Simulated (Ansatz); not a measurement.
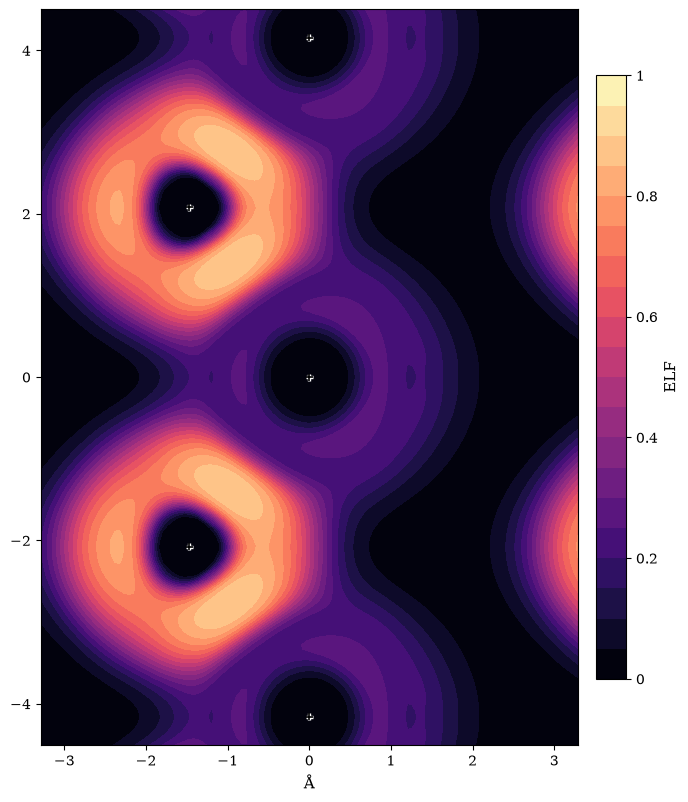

The electron localisation function on a plane through atoms (crosses mark nuclei in the plane).

Method: DFT PBEsol, scalar-relativistic, plane waves, PAW in Ansatz 0.2.0.

Candidates:
A. Hf$_{3}$N$_{2}$, a = 3.23 Å, b = 3.23 Å, c = 23.39 Å, α = 90.00°, β = 90.00°, γ = 120.00°. Space group R-3m; a structure from a database of computed crystals, not necessarily the ambient phase; computed pressure about −7 GPa in this cell.
B. InP, a = 5.88 Å, b = 5.88 Å, c = 5.88 Å, α = 90.00°, β = 90.00°, γ = 90.00°. Space group F-43m.

**Which candidate gave the map?**

Candidate B: InP on the (101) plane of the conventional cell, which holds In and P. In–P (2.55 Å): the ELF peaks at about 0.90 in the valence shell of P, 0.9 Å from its nucleus, and is about 0.55 at the midpoint.
